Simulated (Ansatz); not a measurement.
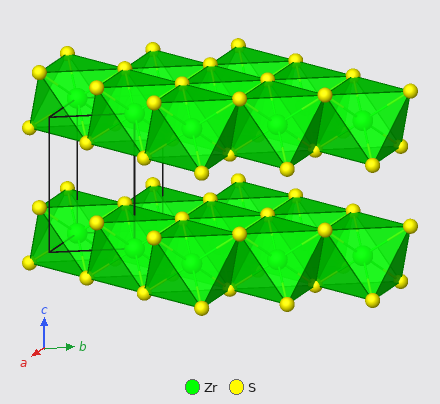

Polyhedra are drawn about Zr (bonds: S–Zr below 2.9 Å); other atoms are plain spheres.

ZrS₂ (space group P-3m1, No. 164): the input geometry of an electronic-structure calculation (not necessarily at equilibrium); the starting structure was generated, so it need not be a known form of this composition.

Sharing among the drawn polyhedra:

```tsv
site	polyhedron	corner-sharing neighbours	edge-sharing	face-sharing	bond (Å)
Zr	ZrS6 octahedron	0	6	0	2.57
```

They form layers of edge-sharing octahedra parallel to (001).
